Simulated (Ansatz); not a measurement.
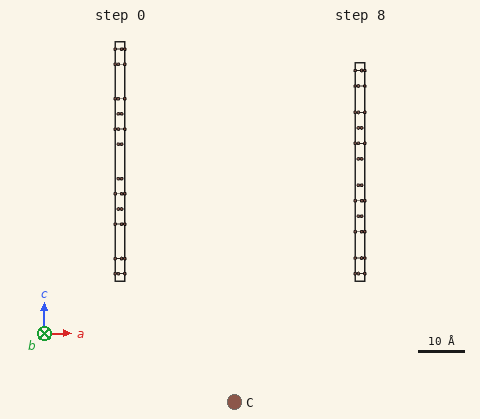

The structure of crystalline C (set up in R-3m) before (left) and after (right) a relaxation, at one scale.

The picture is a ball-and-stick view of the conventional cell (3 times the calculation's cell), seen along the b axis. Lengths and directions refer to the drawn axes.

These are results of DFT PBE+D3(BJ), scalar-relativistic, plane waves, PAW in Ansatz 0.2.0, not measurements. Set-up: plane-wave cutoff 420 eV; k-point mesh 18 × 18 × 18; occupations gaussian; smearing width 0.1 eV; no spin polarisation; cell and atoms relaxed; force threshold 0.005 eV/Å; at most 80 steps.

Summarise the run.

The run was cut off at its time limit before the program reported convergence, but its last step already meets the force threshold: the largest component is 0.0036 eV/Å against 0.005 eV/Å. The pressure is within 0.01 GPa of its target. The largest moves relative to the cell, 0.56 Å, are those of C atoms. The volume changes by −8.8 %, with a = b 2.465 → 2.466 Å (0.0 %), c 52.931 → 48.244 Å (−8.9 %). The space group stays R-3m (No. 166). Over 7 accepted moves (8 points after the start) the energy falls by 27.7 meV per cell of the calculation. The largest force component goes from 0.019 to 0.0036 eV/Å. The pressure goes from −0.04 to 0.00 GPa. The line search rejected the trial step at point 1 of the run.
